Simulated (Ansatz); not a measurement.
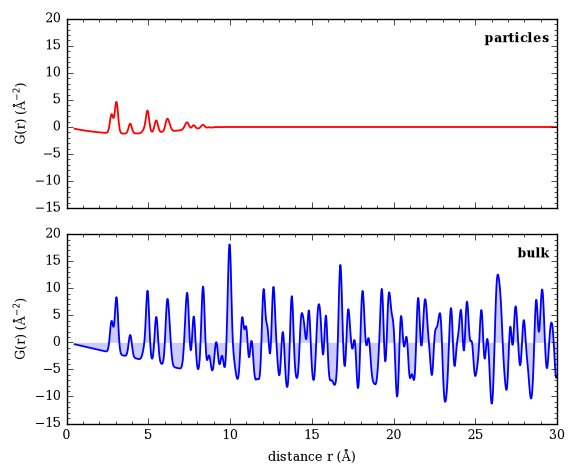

The curve is a calculated X-ray PDF: distances of the static structure, each pair weighted by the product of the atomic numbers (X-ray weights at Q = 0), broadened by Gaussians with σ = 0.10 Å, for spherical particles of Ta with the bulk structure: the bulk G(r) is multiplied by the envelope of a sphere of diameter D, 1 − 3r/2D + r³/2D³, with no surface relaxation. The number density is 0.0556 atoms per Å³. Structure used: the end point of a relaxation with DFT PBEsol, scalar-relativistic, plane waves, PAW (Ansatz 0.2.0); the starting structure was generated, so it need not be a known form of this composition.

Estimate the particle diameter.

About 10 Å (1.0 nm): the signal is half of the bulk amplitude at r ≈ 3.5 Å and vanishes at r = D, fading from view somewhat earlier.

Roughly how many atoms does one particle hold?

About 29 (number density 0.0556 Å⁻³ times πD³/6).
